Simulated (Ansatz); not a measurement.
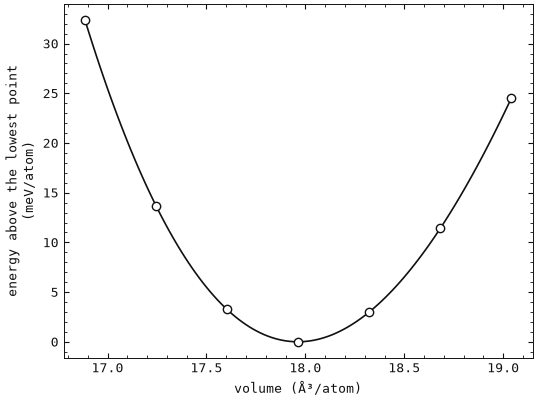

The plot gives the computed energy above the lowest point against volume for Au, space group Fm-3m (No. 225) (one of a set of cubic test structures, which need not be the stable phase).

Computed with Ansatz 0.2.0 development build: equation of state of a cubic crystal from periodic Kohn-Sham density functional theory without spin, third-order Birch-Murnaghan fit to the free energies; pressure corrected for the finite basis. Level: PBE, no spin-orbit coupling.

structure type fcc; atoms in cell 1; space group number 225; lattice centring face-centred primitive; k mesh 23×23×23; occupation method Fermi–Dirac; occupation width 0.06123 eV; wave cutoff 700 eV; datasets hard PAW; density tolerance 1e−09 eV; bands 21; density cutoff ratio 4; search for lower states default.

From this curve and the settings, what does the calculation give for the pressure at the same points?

The pressure falls from 10.3 GPa at volume 16.89 Å³/atom to −6.8 GPa at 19.04 Å³/atom, and changes sign near 17.96 Å³/atom.

```tsv
volume (Å³/atom)	pressure (GPa)
16.89	10.3
17.24	6.4
17.60	3.0
17.96	0.0
18.32	-2.6
18.68	-4.8
19.04	-6.8
```
